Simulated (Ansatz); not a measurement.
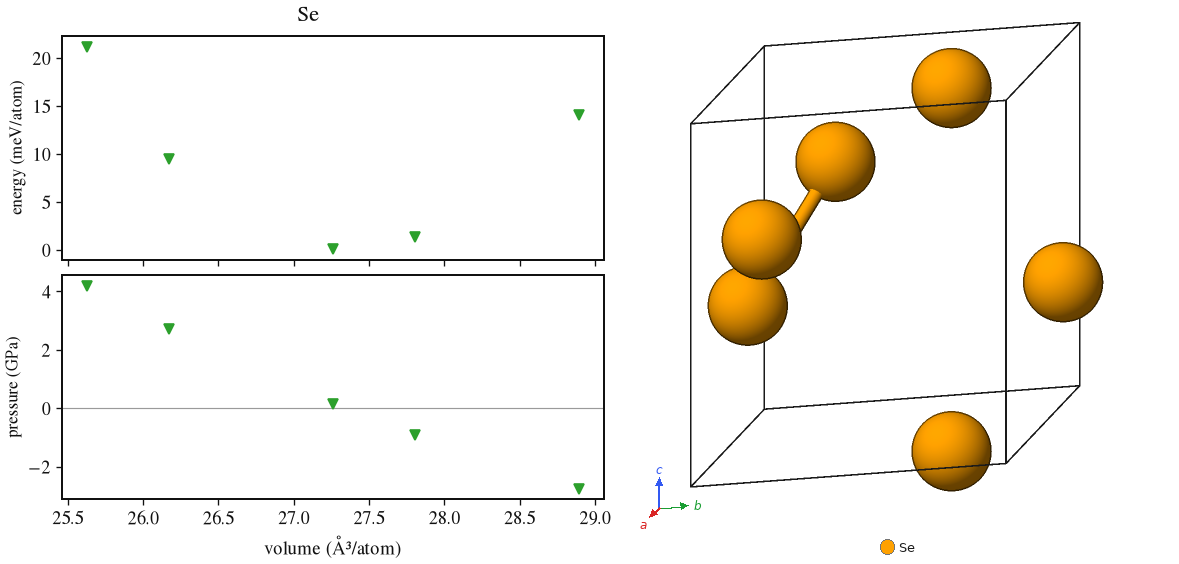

The plot gives the computed energy and pressure against volume for Se, space group P3_121 (No. 152). The conventional cell is drawn beside the plot.

Starting cell:
```cif
data_structure
_symmetry_space_group_name_H-M 'P 1'
_symmetry_Int_Tables_number 1
_cell_length_a 4.3662
_cell_length_b 4.3662
_cell_length_c 4.9536
_cell_angle_alpha 90.000
_cell_angle_beta 90.000
_cell_angle_gamma 120.000
_cell_volume 81.78
loop_
_atom_site_label
_atom_site_type_symbol
_atom_site_fract_x
_atom_site_fract_y
_atom_site_fract_z
_atom_site_occupancy
Se1 Se 0.77460 0.77460 0.00000 1
Se2 Se 0.00000 0.22540 0.66667 1
Se3 Se 0.22540 0.00000 0.33333 1
```

Calculation (Ansatz 0.2.0): all-electron LAPW DFT, no spin polarisation; energies at scaled volumes of the given cell, shape and fractions fixed, counted from the fit's minimum, third-order Birch-Murnaghan fit. Level: PBEsol.

```
         setting                                   value
          k mesh                                   7×7×6
     occupations                             Fermi–Dirac
  smearing width                                 0.05 eV
      potentials  all electron LAPW, scalar relativistic
program settings               basis error eV/atom 0.001
```

The points at volume 26.72 Å³/atom and 28.35 Å³/atom are left out of the plot. What values does the calculation give there?

```tsv
volume (Å³/atom)	energy (meV/atom)	pressure (GPa)
26.72	2.59	1.37
28.35	6.16	-1.88
```

Note: shape and atomic fractions are frozen while scaling, which makes layered, chain and framework solids too stiff.
